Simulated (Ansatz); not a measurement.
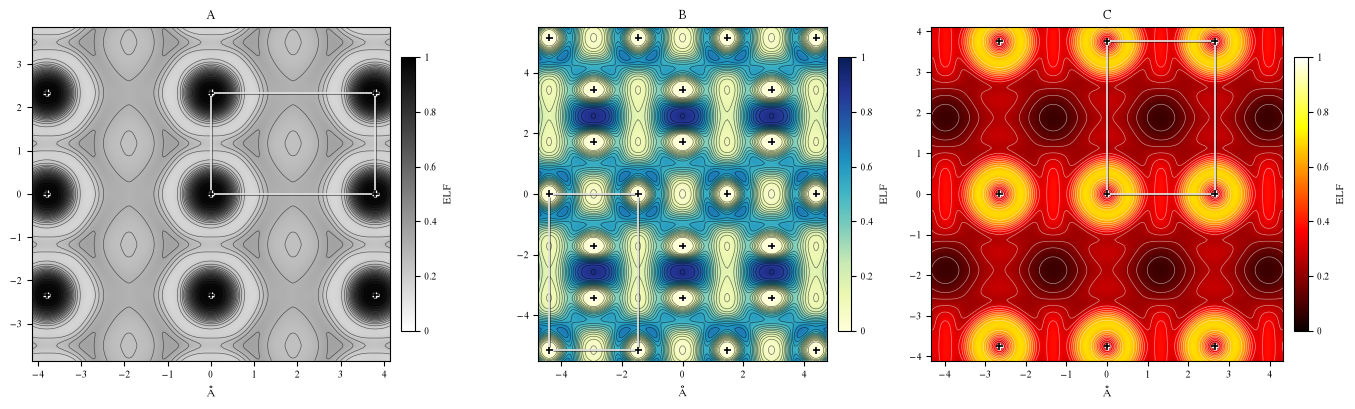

The electron localisation function of 3 systems, each on a plane through atoms (crosses mark nuclei in the plane).

These are results of Ansatz 0.2.0, DFT, PBE, plane waves (420 eV) with PAW, scalar-relativistic, not measurements.

System 1: B, the (110) plane of the conventional cell. Space group P6/mmm; set up as B, omega (AlB2-type); a generated structure, not necessarily the stable one; changed on purpose from its base cell (volume × 1.12); computed pressure about −21 GPa in this cell; computed without spin polarisation.

System 2: Co, the (010) plane of the conventional cell. Space group P6/mmm; set up as Co, omega (AlB2-type); a generated structure, not necessarily the stable one; changed on purpose from its base cell (volume × 0.88); computed pressure about 35 GPa in this cell; spin-polarised.

System 3: Os, the (011) plane of the conventional cell. Space group Pm-3m; set up as Os, simple cubic; a generated structure, not necessarily the stable one; changed on purpose from its base cell (volume × 1.12); computed pressure about −23 GPa in this cell; computed without spin polarisation.

```
Os
1.0
     2.65608    0.00000    0.00000
     0.00000    2.65608    0.00000
     0.00000    0.00000    2.65608
Os
1
Direct
  0.00000 0.00000 0.00000
```

> Which map belongs to which system?

Panel A is system 2, Co: the plane holds Co. Co–Co (2.34 Å): the ELF is about 0.25 at the midpoint (no shared electron pair shows on this line). Panel B is system 1, B: the plane holds B. B–B (1.72 Å): the ELF peaks at about 0.90 between the atoms. Panel C is system 3, Os: the plane holds Os. Os–Os (2.66 Å): the ELF is about 0.40 at the midpoint.
